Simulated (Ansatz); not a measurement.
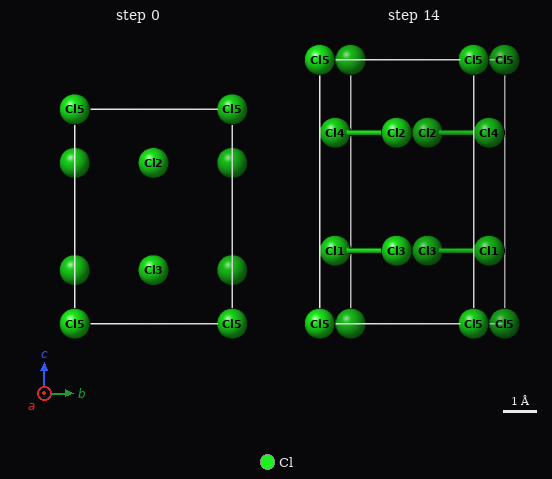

The structure of crystalline Cl (built on the K_65 type) before (left) and after (right) a relaxation, at one scale.

The picture is a ball-and-stick view of the cell of the calculation, seen along the a axis.

Case: K type (Cmmm, No. 65).

Theory: DFT PBE, scalar-relativistic, plane waves, PAW in Ansatz 0.2.0.

The input:
```yaml
crystal:
  lattice:
    - [2.9038764461, -4.3342376353, 0.0]
    - [2.9038764461, 4.3342376353, 0.0]
    - [0.0, 0.0, 6.5649106253]
  atoms:
    - { symbol: Cl, position: [0.5, 0.0, 0.25] }
    - { symbol: Cl, position: [0.0, 0.5, 0.75] }
    - { symbol: Cl, position: [0.0, 0.5, 0.25] }
    - { symbol: Cl, position: [0.5, 0.0, 0.75] }
    - { symbol: Cl, position: [0.0, 0.0, 0.0] }
basis:
  ecutwfc: 420
kpoints:
  mp_grid: { grid: [8, 8, 6] }
hamiltonian:
  xc: pbe
scf:
  occupations: { method: gaussian, width: 0.1 }
output:
  forces: true
  stress: true
  eigenvalues: true
relax:
  adjacent_minimum: "off"
  f_tol: 0.01
  max_steps: 80
  cell: { stress_tol: 0.05 }
```

Q: Summarise the run.

A: Over 12 accepted moves (14 points after the start) the energy falls by 345 meV per atom. The largest force component goes from 0.043 to under 0.0001 eV/Å. Pressure: −3.15 GPa at the start and 0.01 GPa at the end. The SCF was repeated twice at an unchanged geometry on a basis and grid sized afresh for the cell, which shifted the energy by 3.3 meV per atom at most. The largest moves relative to the cell, 0.21 Å, are those of Cl1, Cl2, Cl3 and Cl4. Cl1 goes along +c. Cell: a = b 5.217 → 5.566 Å (+6.7 %), c 6.565 → 8.082 Å (+23.1 %), γ 112.4° → 132.0°. Volume +12.6 %. Near-neighbour distances that change, for instance: Cl1–Cl3 2.904 → 2.264 Å. New bonds form: Cl1–Cl3 (2.90 → 2.26 Å), Cl2–Cl4 (2.90 → 2.26 Å). The space group stays Cmmm (No. 65). The run took roughly 5 core-minutes on a shared host.

Limits of the set-up: an odd number of electrons was run without spin polarisation, which fails if the electron would localise.
